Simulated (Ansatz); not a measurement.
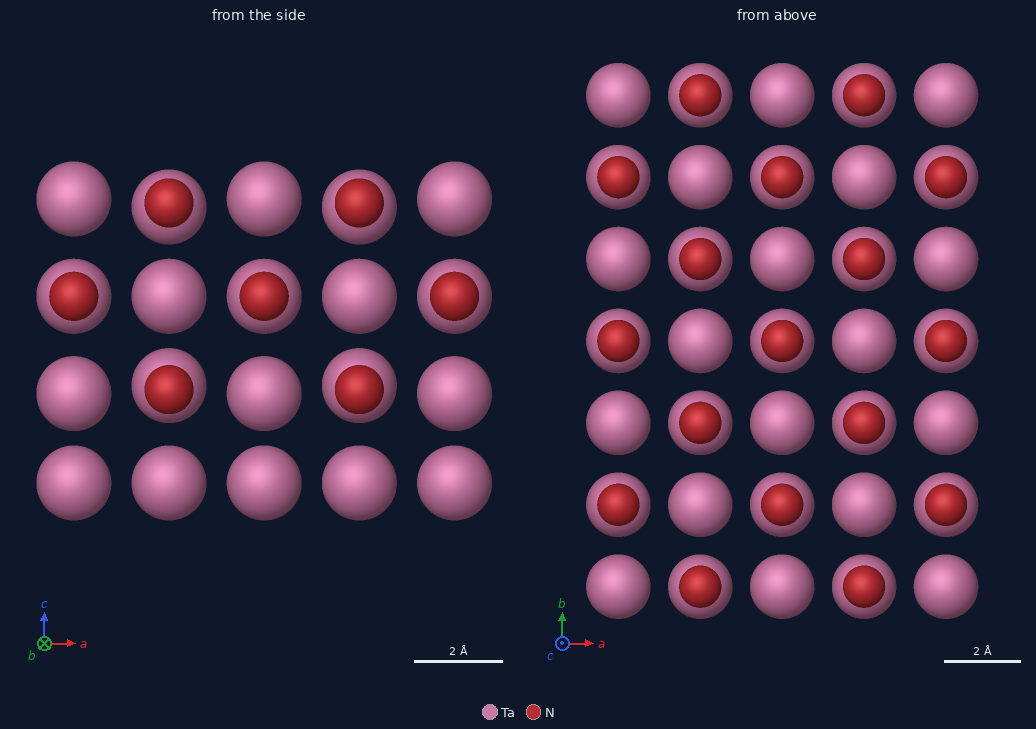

A spheres-only picture of a periodic slab, seen from the side and from above. The surface normal points up in side views; the vacuum is left out. 2×3 cells are drawn in the plane, with atoms at the edges repeated.

The cell holds 8 Ta, 6 N.

Question: What do the upper and lower surfaces expose?

Answer: The top face ends in N and Ta, the bottom face in N and Ta.

Question: Estimate the thickness.

Answer: About 7 Å from the lowest to the highest atom.

Question: How are the atomic planes stacked?

Answer: Four planes: TaN / Ta2N / TaN / Ta2N.

Source of the structure: a structure listed in the Materials Project. The cell was then strained or its atoms displaced on purpose. Ansatz was used for an electronic-structure calculation on it.

At this level of theory the run's own cell isn't at rest (stretched, at -7 GPa and forces up to 3.2 eV/Å), so its distances can differ from those at equilibrium, the more so the softer the solid.
